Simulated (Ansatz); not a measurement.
**Single-point calculation, with input and output: Al64P64 (part 1 of 2)**

System: Al64P64 (128 atoms in the cell).
Method: DFT, HSE06, PAW, plane waves (Ansatz 0.2.0).

The structure was built on a prototype by a generator.

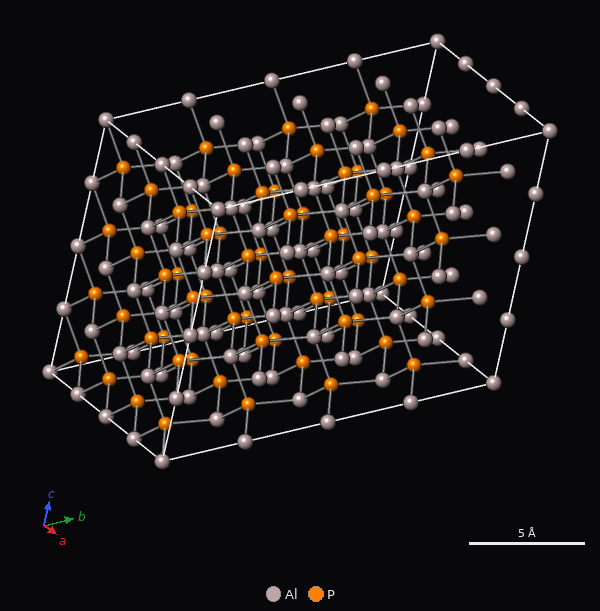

**Figure 1.** The structure (ball-and-stick view of the cell of the calculation, seen slightly off an axis).

The input:
```yaml
crystal:
  lattice:
    - [0.000000, 10.940000, 10.940000]
    - [10.940000, 0.000000, 10.940000]
    - [10.940000, 10.940000, 0.000000]
  atoms:
    - { symbol: Al, position: [0.000000, 0.000000, 0.000000] }
    - { symbol: Al, position: [0.500000, 0.000000, 0.000000] }
    - { symbol: Al, position: [0.000000, 0.500000, 0.000000] }
    - { symbol: Al, position: [0.000000, 0.000000, 0.500000] }
    - { symbol: Al, position: [0.250000, 0.250000, 0.250000] }
    - { symbol: Al, position: [0.500000, 0.500000, 0.000000] }
    - { symbol: Al, position: [0.500000, 0.000000, 0.500000] }
    - { symbol: Al, position: [0.750000, 0.250000, 0.250000] }
    - { symbol: Al, position: [0.000000, 0.500000, 0.500000] }
    - { symbol: Al, position: [0.250000, 0.750000, 0.250000] }
    - { symbol: Al, position: [0.250000, 0.250000, 0.750000] }
    - { symbol: Al, position: [0.500000, 0.500000, 0.500000] }
    - { symbol: Al, position: [0.750000, 0.750000, 0.250000] }
    - { symbol: Al, position: [0.750000, 0.250000, 0.750000] }
    - { symbol: Al, position: [0.250000, 0.750000, 0.750000] }
    - { symbol: Al, position: [0.750000, 0.750000, 0.750000] }
    - { symbol: Al, position: [0.000000, 0.000000, 0.250000] }
    - { symbol: Al, position: [0.250000, 0.250000, 0.000000] }
    - { symbol: Al, position: [0.500000, 0.000000, 0.250000] }
    - { symbol: Al, position: [0.750000, 0.250000, 0.000000] }
    - { symbol: Al, position: [0.000000, 0.500000, 0.250000] }
    - { symbol: Al, position: [0.250000, 0.750000, 0.000000] }
    - { symbol: Al, position: [0.000000, 0.000000, 0.750000] }
    - { symbol: Al, position: [0.250000, 0.250000, 0.500000] }
    - { symbol: Al, position: [0.500000, 0.500000, 0.250000] }
    - { symbol: Al, position: [0.750000, 0.750000, 0.000000] }
    - { symbol: Al, position: [0.500000, 0.000000, 0.750000] }
    - { symbol: Al, position: [0.750000, 0.250000, 0.500000] }
    - { symbol: Al, position: [0.000000, 0.500000, 0.750000] }
    - { symbol: Al, position: [0.250000, 0.750000, 0.500000] }
    - { symbol: Al, position: [0.500000, 0.500000, 0.750000] }
    - { symbol: Al, position: [0.750000, 0.750000, 0.500000] }
    - { symbol: Al, position: [0.000000, 0.250000, 0.000000] }
    - { symbol: Al, position: [0.250000, 0.000000, 0.250000] }
    - { symbol: Al, position: [0.500000, 0.250000, 0.000000] }
    - { symbol: Al, position: [0.750000, 0.000000, 0.250000] }
    - { symbol: Al, position: [0.000000, 0.750000, 0.000000] }
    - { symbol: Al, position: [0.000000, 0.250000, 0.500000] }
    - { symbol: Al, position: [0.250000, 0.500000, 0.250000] }
    - { symbol: Al, position: [0.500000, 0.750000, 0.000000] }
    - { symbol: Al, position: [0.250000, 0.000000, 0.750000] }
    - { symbol: Al, position: [0.500000, 0.250000, 0.500000] }
    - { symbol: Al, position: [0.750000, 0.500000, 0.250000] }
    - { symbol: Al, position: [0.750000, 0.000000, 0.750000] }
    - { symbol: Al, position: [0.000000, 0.750000, 0.500000] }
    - { symbol: Al, position: [0.250000, 0.500000, 0.750000] }
    - { symbol: Al, position: [0.500000, 0.750000, 0.500000] }
    - { symbol: Al, position: [0.750000, 0.500000, 0.750000] }
    - { symbol: Al, position: [0.250000, 0.000000, 0.000000] }
    - { symbol: Al, position: [0.750000, 0.000000, 0.000000] }
    - { symbol: Al, position: [0.000000, 0.250000, 0.250000] }
    - { symbol: Al, position: [0.250000, 0.500000, 0.000000] }
    - { symbol: Al, position: [0.250000, 0.000000, 0.500000] }
    - { symbol: Al, position: [0.500000, 0.250000, 0.250000] }
    - { symbol: Al, position: [0.750000, 0.500000, 0.000000] }
    - { symbol: Al, position: [0.750000, 0.000000, 0.500000] }
    - { symbol: Al, position: [0.000000, 0.750000, 0.250000] }
    - { symbol: Al, position: [0.000000, 0.250000, 0.750000] }
    - { symbol: Al, position: [0.250000, 0.500000, 0.500000] }
    - { symbol: Al, position: [0.500000, 0.750000, 0.250000] }
    - { symbol: Al, position: [0.500000, 0.250000, 0.750000] }
    - { symbol: Al, position: [0.750000, 0.500000, 0.500000] }
    - { symbol: Al, position: [0.000000, 0.750000, 0.750000] }
    - { symbol: Al, position: [0.500000, 0.750000, 0.750000] }
    - { symbol: P, position: [0.062500, 0.062500, 0.062500] }
    - { symbol: P, position: [0.562500, 0.062500, 0.062500] }
    - { symbol: P, position: [0.062500, 0.562500, 0.062500] }
    - { symbol: P, position: [0.062500, 0.062500, 0.562500] }
    - { symbol: P, position: [0.312500, 0.312500, 0.312500] }
    - { symbol: P, position: [0.562500, 0.562500, 0.062500] }
    - { symbol: P, position: [0.562500, 0.062500, 0.562500] }
    - { symbol: P, position: [0.812500, 0.312500, 0.312500] }
    - { symbol: P, position: [0.062500, 0.562500, 0.562500] }
    - { symbol: P, position: [0.312500, 0.812500, 0.312500] }
    - { symbol: P, position: [0.312500, 0.312500, 0.812500] }
    - { symbol: P, position: [0.562500, 0.562500, 0.562500] }
    - { symbol: P, position: [0.812500, 0.812500, 0.312500] }
    - { symbol: P, position: [0.812500, 0.312500, 0.812500] }
    - { symbol: P, position: [0.312500, 0.812500, 0.812500] }
    - { symbol: P, position: [0.812500, 0.812500, 0.812500] }
    - { symbol: P, position: [0.062500, 0.062500, 0.312500] }
    - { symbol: P, position: [0.312500, 0.312500, 0.062500] }
    - { symbol: P, position: [0.562500, 0.062500, 0.312500] }
    - { symbol: P, position: [0.812500, 0.312500, 0.062500] }
    - { symbol: P, position: [0.062500, 0.562500, 0.312500] }
    - { symbol: P, position: [0.312500, 0.812500, 0.062500] }
    - { symbol: P, position: [0.062500, 0.062500, 0.812500] }
    - { symbol: P, position: [0.312500, 0.312500, 0.562500] }
    - { symbol: P, position: [0.562500, 0.562500, 0.312500] }
    - { symbol: P, position: [0.812500, 0.812500, 0.062500] }
    - { symbol: P, position: [0.562500, 0.062500, 0.812500] }
    - { symbol: P, position: [0.812500, 0.312500, 0.562500] }
    - { symbol: P, position: [0.062500, 0.562500, 0.812500] }
    - { symbol: P, position: [0.312500, 0.812500, 0.562500] }
    - { symbol: P, position: [0.562500, 0.562500, 0.812500] }
    - { symbol: P, position: [0.812500, 0.812500, 0.562500] }
    - { symbol: P, position: [0.062500, 0.312500, 0.062500] }
    - { symbol: P, position: [0.312500, 0.062500, 0.312500] }
    - { symbol: P, position: [0.562500, 0.312500, 0.062500] }
    - { symbol: P, position: [0.812500, 0.062500, 0.312500] }
    - { symbol: P, position: [0.062500, 0.812500, 0.062500] }
    - { symbol: P, position: [0.062500, 0.312500, 0.562500] }
    - { symbol: P, position: [0.312500, 0.562500, 0.312500] }
    - { symbol: P, position: [0.562500, 0.812500, 0.062500] }
    - { symbol: P, position: [0.312500, 0.062500, 0.812500] }
    - { symbol: P, position: [0.562500, 0.312500, 0.562500] }
    - { symbol: P, position: [0.812500, 0.562500, 0.312500] }
    - { symbol: P, position: [0.812500, 0.062500, 0.812500] }
    - { symbol: P, position: [0.062500, 0.812500, 0.562500] }
    - { symbol: P, position: [0.312500, 0.562500, 0.812500] }
    - { symbol: P, position: [0.562500, 0.812500, 0.562500] }
    - { symbol: P, position: [0.812500, 0.562500, 0.812500] }
    - { symbol: P, position: [0.312500, 0.062500, 0.062500] }
    - { symbol: P, position: [0.812500, 0.062500, 0.062500] }
    - { symbol: P, position: [0.062500, 0.312500, 0.312500] }
    - { symbol: P, position: [0.312500, 0.562500, 0.062500] }
    - { symbol: P, position: [0.312500, 0.062500, 0.562500] }
    - { symbol: P, position: [0.562500, 0.312500, 0.312500] }
    - { symbol: P, position: [0.812500, 0.562500, 0.062500] }
    - { symbol: P, position: [0.812500, 0.062500, 0.562500] }
    - { symbol: P, position: [0.062500, 0.812500, 0.312500] }
    - { symbol: P, position: [0.062500, 0.312500, 0.812500] }
    - { symbol: P, position: [0.312500, 0.562500, 0.562500] }
    - { symbol: P, position: [0.562500, 0.812500, 0.312500] }
    - { symbol: P, position: [0.562500, 0.312500, 0.812500] }
    - { symbol: P, position: [0.812500, 0.562500, 0.562500] }
    - { symbol: P, position: [0.062500, 0.812500, 0.812500] }
    - { symbol: P, position: [0.562500, 0.812500, 0.812500] }
  symmetry: { detect: false }
kpoints:
  mp_grid: { grid: [1, 1, 1], shift: [0.25, 0.25, 0.25] }
hamiltonian:
  xc: hse06
scf:
  occupations: { method: fermi_dirac, width: 0.01 }
output:
  forces: true
  eigenvalues: true
  populations: true
  eigenstates: { kpoints: [[0.25, 0.25, 0.25]], e_range: [-6.0, 6.0], localisation: true }
```

Log:
```
Pseudopotentials: kind: paw
Functional definition: HSE06
  parameter a = 0.25
  parameter omega = 0.11/bohr
  exchange = pbe_x - a*pbe_x_sr(omega) + a*exact_x_sr(omega)
  correlation = pbe_c
Crystal: 128 atoms, lattice volume = 2618.677 Å³
Basis set: ecut = 420 eV, 51253 PW (Γ), exchange–correlation on 216×216×216 points (8 copies of the dense FFT grid, shifted against one another)
Bands: 384, of which v1, the nominal top of the filled ones, is band 256 counted from 1 (255 counted from 0)
Symmetry: 1 space group operations
k-points: 1
Non-local potential: Al, projectors of the file, l = 0: 2, l = 1: 2, l = 2: 1
Non-local potential: P, projectors of the file, l = 0: 2, l = 1: 2, l = 2: 2
PAW form: soft (Blöchl's): semilocal exchange-correlation on the pseudo side does not see the compensation charge
PAW frozen core: Al, regenerated for the run's functional, and the local potential with it (the file was generated under x = pbe(κ = 0.804, μ = 0.2195149727645171), c = pbe(β = 0.06672455060314922))
PAW frozen core: P, regenerated for the run's functional, and the local potential with it (the file was generated under x = pbe(κ = 0.804, μ = 0.2195149727645171), c = pbe(β = 0.06672455060314922))
PAW one-centre angular grid: Al, 110 points (default); XC on 64 Gauss nodes
PAW one-centre angular grid: P, 110 points (default); XC on 64 Gauss nodes
Initial density: superposition of atomic densities (neutral atoms: chi_scale 0, normalization atom), corrected by the library's trained network
Initial wavefunctions: pseudopotential atomic-orbital guess
Functional: x = pbe(κ = 0.804, μ = 0.2195149727645171), c = pbe(β = 0.06672455060314922), warm-up for x = pbe(κ = 0.804, μ = 0.2195149727645171) + 0.25 (exact − pbe) at short range (hse, ω = 0.20786987370883472 Å⁻¹), c = pbe(β = 0.06672455060314922); HSE06 as pw.x's `hse` composes it (authors' and Libxc's form: `xc: wpbeh`)
SCF iter   1: F=—  HF=-82840.682380 eV  |F-HF|=—  |Δ(HF+E_count)|=         —  Δρ=1.11e-3  dr2=3.31e-2  ethr=1.77e-3  ⟨swp⟩=20.0  Hψ=2518  notcnv=2
preconditioner: auto → none  [insulator: Δε(μ)=1.768 eV  Ē_g=8.453 eV  σ=0.010 eV  W_gap=1.00  n_scr=410 (ndim 8)  ℏωp=16.4 eV  f_vac=0.000  D(μ)=0.00/eV (n_scr^D=0)]
SCF iter   2: F=—  HF=-82840.723953 eV  |F-HF|=—  |Δ(HF+E_count)|=   4.16e-2  Δρ=4.78e-4  dr2=4.41e-3  ethr=6.46e-6  ⟨swp⟩=20.0  Hψ=1849  notcnv=13
iter 3 solved again at ethr=4.44e-8 eV; its pass at ethr=8.61e-7 eV (dr2=2.27e-4 eV) is discarded
SCF iter   3: F=-82840.726261 eV  HF=-82840.726103 eV  |F-HF|=1.58e-4  |Δ(HF+E_count)|=   2.15e-3  Δρ=1.14e-4  dr2=2.56e-4  ethr=4.44e-8  ⟨swp⟩=6.0  Hψ=1895  notcnv=0  defer=3
SCF 1 stopped early in 3 iterations: F = -82840.726261 eV  dr2 = 2.56e-4
  greatest PAW one-centre occupation: 0.778 electrons in one spin orbital (limit 2), on the P atom at site 66 (counted from 0), in its partial waves of l = 0
Initial density: handed on by an earlier stage of this run
Initial wavefunctions: those handed on with the density
Functional: x = pbe(κ = 0.804, μ = 0.2195149727645171) + 0.25 (exact − pbe) at short range (hse, ω = 0.20786987370883472 Å⁻¹), c = pbe(β = 0.06672455060314922); HSE06 as pw.x's `hse` composes it (authors' and Libxc's form: `xc: wpbeh`)
Exchange kernel: α = 0.2500, screened, ω = 0.2079 Å⁻¹, Wigner–Seitz truncation, v(0) = 1021.7121 eV·Å³, q-mesh 1×1×1, nearest image of the exchange supercell L = 15.47 Å, pair-density grid 54×54×54, without the augmentation charges, whose exchange is taken in its separable form (sized by the pseudopotential files, 90×90×90 at the most)
Frozen-core exchange: fock
SCF iter   1: F=—  HF=-82905.891959 eV  |F-HF|=—  |Δ(HF+E_count)|=         —  Δρ=2.37e-3  dr2=1.29e-1  ethr=5.01e-7  ⟨swp⟩=13.0  Hψ=2532  notcnv=0
preconditioner: auto → none  [insulator: Δε(μ)=2.474 eV  Ē_g=9.779 eV  σ=0.010 eV  W_gap=1.00  n_scr=410 (ndim 8)  ℏωp=16.4 eV  f_vac=0.000  D(μ)=0.00/eV (n_scr^D=0)]
SCF iter   2: F=—  HF=-82905.832928 eV  |F-HF|=—  |Δ(HF+E_count)|=   5.90e-2  Δρ=1.11e-3  dr2=3.51e-2  ethr=5.01e-7  ⟨swp⟩=4.0  Hψ=1517  notcnv=0
SCF iter   3: F=—  HF=-82905.975628 eV  |F-HF|=—  |Δ(HF+E_count)|=   1.43e-1  Δρ=4.54e-4  dr2=5.63e-3  ethr=5.01e-7  ⟨swp⟩=6.0  Hψ=1631  notcnv=0
SCF iter   4: F=—  HF=-82905.973944 eV  |F-HF|=—  |Δ(HF+E_count)|=   1.68e-3  Δρ=6.82e-5  dr2=7.80e-4  ethr=5.01e-7  ⟨swp⟩=4.0  Hψ=917  notcnv=0
SCF iter   5: F=—  HF=-82905.977337 eV  |F-HF|=—  |Δ(HF+E_count)|=   3.39e-3  Δρ=1.01e-4  dr2=1.04e-3  ethr=8.85e-8  ⟨swp⟩=6.0  Hψ=1196  notcnv=0
SCF iter   6: F=—  HF=-82905.977424 eV  |F-HF|=—  |Δ(HF+E_count)|=   8.68e-5  Δρ=6.86e-5  dr2=1.58e-3  ethr=8.85e-8  ⟨swp⟩=5.0  Hψ=957  notcnv=0
SCF iter   7: F=—  HF=-82905.977140 eV  |F-HF|=—  |Δ(HF+E_count)|=   2.84e-4  Δρ=2.69e-5  dr2=2.20e-4  ethr=8.85e-8  ⟨swp⟩=3.0  Hψ=814  notcnv=0
SCF iter   8: F=-82905.977087 eV  HF=-82905.977100 eV  |F-HF|=1.30e-5  |Δ(HF+E_count)|=   4.03e-5  Δρ=6.77e-6  dr2=2.44e-5  ethr=4.09e-8  ⟨swp⟩=3.0  Hψ=672  notcnv=0
SCF 2 stopped early in 8 iterations: F = -82905.977087 eV  dr2 = 2.44e-5
  Residual-converged pass: ⟨swp⟩=5.0  Hψ=1137  notcnv=0  max |occ|·‖R‖ = 5.2e-6 eV (tolerance 6.7e-6 eV)  dr2=1.84e-5  dr2_onsite=2.28e-8  max |Δocc| = 0.0e0
  greatest PAW one-centre occupation: 0.774 electrons in one spin orbital (limit 2), on the P atom at site 67 (counted from 0), in its partial waves of l = 0
hybrid outer 1: dexx = +1.771e-1 eV, tail = 6.89e-5 eV
SCF iter   1: F=—  HF=-82905.977063 eV  |F-HF|=—  |Δ(HF+E_count)|=         —  Δρ=1.17e-5  dr2=1.01e-5  ethr=6.72e-8  ⟨swp⟩=17.0  Hψ=1168  notcnv=0
preconditioner: auto → none  [insulator: Δε(μ)=2.503 eV  Ē_g=9.788 eV  σ=0.010 eV  W_gap=1.00  n_scr=410 (ndim 8)  ℏωp=16.4 eV  f_vac=0.000  D(μ)=0.00/eV (n_scr^D=0)]
SCF iter   2: F=—  HF=-82905.977062 eV  |F-HF|=—  |Δ(HF+E_count)|=   1.47e-6  Δρ=2.31e-6  dr2=7.57e-7  ethr=1.85e-9  ⟨swp⟩=4.0  Hψ=861  notcnv=0
SCF iter   3: F=—  HF=-82905.977065 eV  |F-HF|=—  |Δ(HF+E_count)|=   3.13e-6  Δρ=3.53e-6  dr2=8.53e-7  ethr=7.76e-11  ⟨swp⟩=8.0  Hψ=1306  notcnv=0  defer=3
SCF iter   4: F=-82905.977065 eV  HF=-82905.977065 eV  |F-HF|=6.34e-9  |Δ(HF+E_count)|=   2.20e-7  Δρ=5.21e-7  dr2=1.90e-8  ethr=7.76e-11  ⟨swp⟩=5.0  Hψ=763  notcnv=0
SCF 3 converged in 4 iterations: F = -82905.977065 eV  dr2 = 1.90e-8
  Residual-converged pass: ⟨swp⟩=3.0  Hψ=844  notcnv=0  max |occ|·‖R‖ = 3.5e-6 eV (tolerance 3.6e-6 eV)  dr2=2.05e-8  dr2_onsite=2.47e-9  max |Δocc| = 0.0e0
```

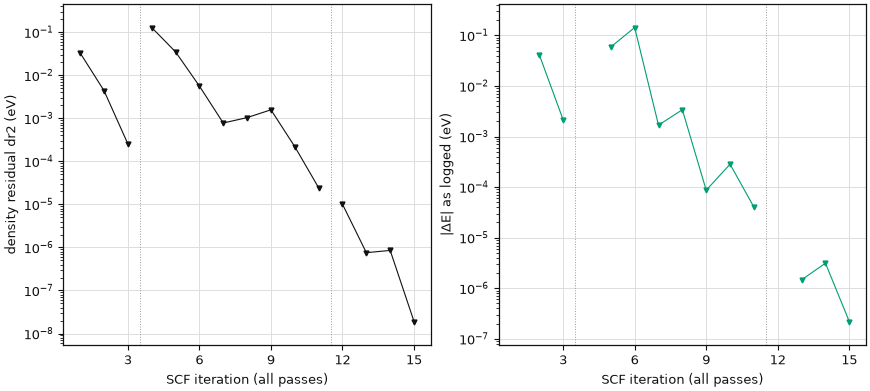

**Figure 2.** Convergence of the self-consistent field: density residual dr2 and size of the energy change against the SCF iteration. The run starts with a semilocal functional; after that each stretch between dotted lines is one SCF of the hybrid functional between two exact rebuilds of the exchange operator by the outer loop. Early passes are stopped at a loose threshold. The passes take 3, 8 and 4 iterations.

```
hybrid outer 2: dexx = +3.498e-6 eV, tail = 4.37e-8 eV, Δε = 6.10e-4 eV (about 1.60e-5 eV left of the loop's levels), ΔF = 3.19e-3 eV/Å (tail 3.71e-4)
NSCF: frozen V_eff on 1 k-points
hybrid SCF converged: 2 outer / 12 inner (+3 warm-up), last move |dexx| = 3.50e-6 eV, tail = 4.37e-8 eV
Stability not checked: this state was not tested for a lower state beside it, because the functional holds exact exchange (a hybrid, or Hartree-Fock), whose exchange loop this test does not read (fock_operator; see scf.lower_state_search)
Free energy (F): -82905.977065 eV
Harris-Foulkes:  -82905.977065 eV  (|F-HF|=6.34e-9)
Internal energy: -82905.977065 eV  (E = F + TS)
E sigma→0 (E₀):  -82905.977065 eV
Fermi energy:    5.723379 eV
```
